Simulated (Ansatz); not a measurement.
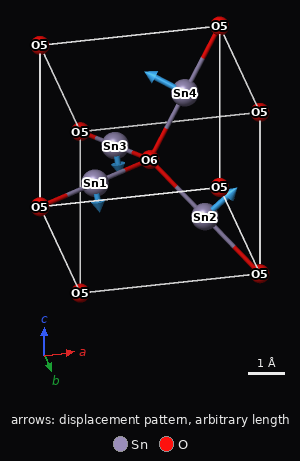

Phonons of a crystal of Sn$_{2}$O (a generated structure), at the zone centre. The optical levels lie at 36i (×3), 15i (×3), 61 (×2), 191 (×3), 226, 301 (×3) cm⁻¹. One mode is drawn. Displacements are drawn as blue arrows; their common scale and sign are arbitrary. A ball-and-stick model of the cell of the calculation, seen from a free direction.

The calculation used DFT PBEsol, scalar-relativistic, plane waves, PAW in Ansatz 0.2.0. (plane-wave cutoff 420 eV; k-point mesh 8 × 8 × 8; occupations fermi dirac; smearing width 0.15 eV; no spin polarisation)

The frequencies depend somewhat on the k-mesh and the smearing.

**Which of these frequencies is the drawn mode's?**

The level at 36i cm⁻¹. This is the T₂u mode (triply degenerate; one member of the set is drawn), the lowest optical level, silent by symmetry (neither infrared- nor Raman-active). The O atoms stay at rest; atoms of one kind move against one another, with no net shift of their sublattice; the O–Sn bond lengths don't change to first order, so for these it is a bending, tilting or sliding motion. The frequency is imaginary, so the structure is unstable against this distortion. Freezing in the drawn pattern lowers the space group from Pn-3m to Aem2 (No. 39).
